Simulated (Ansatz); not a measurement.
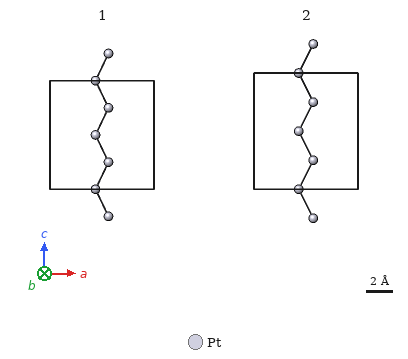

Two geometries of a wire of composition Pt, drawn at one scale. One is the start of a relaxation, the other its converged end. A ball-and-stick model of the 2 repeat of the cell, with the vacuum cut short, seen along the b axis.

Theory: DFT PBE, scalar-relativistic, plane waves, PAW in Ansatz. Settings: plane-wave cutoff 420 eV; k-point mesh 1 × 1 × 14; occupations gaussian; smearing width 0.05 eV; collinear spin; cell relaxed at fixed a, b, alpha, beta, gamma; force threshold 0.01 eV/Å; at most 45 steps.

Which geometry has the lower energy?

Structure 1 is the relaxed one. Case: zigzag chain of atoms. The largest moves relative to the layer's centre, 0.061 Å, are those of Pt atoms. Along the periodic axis the drawn cell goes c 9.096 → 8.499 Å (−6.6 %). Near-neighbour distances that change, for instance: Pt–Pt 2.542 → 2.355 Å. Bond angles that change, for instance: Pt–Pt–Pt 126.9° → 128.9°. After 5 accepted moves (6 points after the start) the energy has fallen by 0.417 eV per cell of the calculation. Largest force component: 1.5 eV/Å at the start, 0.0066 eV/Å at the end. At 1 point the geometry stayed and the basis and grid were re-selected for the new cell (energy shift of 2.1 meV per cell of the calculation at most each time). The program noted that the starting moments weren't kept. Cost: 3.6 min on 2 threads of Intel(R) Xeon(R) Processor @ 2.50GHz (Skylake/Cascade Lake) (shared host), peak memory 0.68 GiB.

Limits of the set-up: the k-point mesh is coarse for a cell with partly filled bands.
